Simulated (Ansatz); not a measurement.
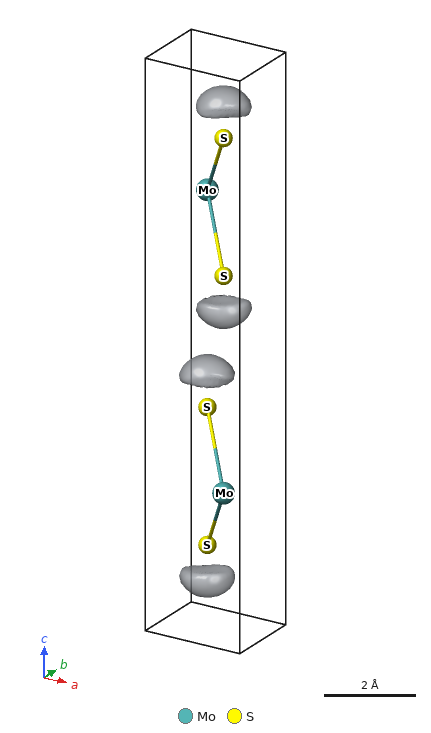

Figure. MoS2. Isosurface of the electron localisation function at 0.9 (grey), seen slightly off an axis. Only the valence region is drawn (cores and ρ < 0.01 e/Å³ removed). Sticks mark near contacts.

Space group P6₃/mmc; a structure from a database of computed crystals, not necessarily the ambient phase; computed without spin polarisation.

Method: Ansatz 0.2.0, DFT PBE, scalar-relativistic, plane waves, PAW.

In a PAW calculation such maps are meaningful between the atoms, not at the nuclei.

```
CELL_PARAMETERS angstrom
3.17583 0.00000 0.00000
-1.58792 2.75035 0.00000
0.00000 0.00000 12.99071
ATOMIC_POSITIONS crystal
Mo 0.66667 0.33333 0.25000
Mo 0.33333 0.66667 0.75000
S 0.66667 0.33333 0.62964
S 0.33333 0.66667 0.37036
S 0.66667 0.33333 0.87036
S 0.33333 0.66667 0.12964
```

Question: Describe the localisation domains.

Answer: At this value the surface marks out four lobes on S, pointing away from the bonds (lone pairs), counted in one cell of 6 atoms. Regions shared between cells count once. Profiles from the grid: Mo–S (2.41 Å): the ELF peaks at about 0.85 in the valence shell of S, 0.8 Å from its nucleus, and is about 0.45 at the midpoint.

Question: Does the calculation give a band gap?

Answer: It is gapped, with a Kohn–Sham gap of 1.1 eV on the k-point mesh (the band edges may lie off the mesh, which would make the gap smaller).
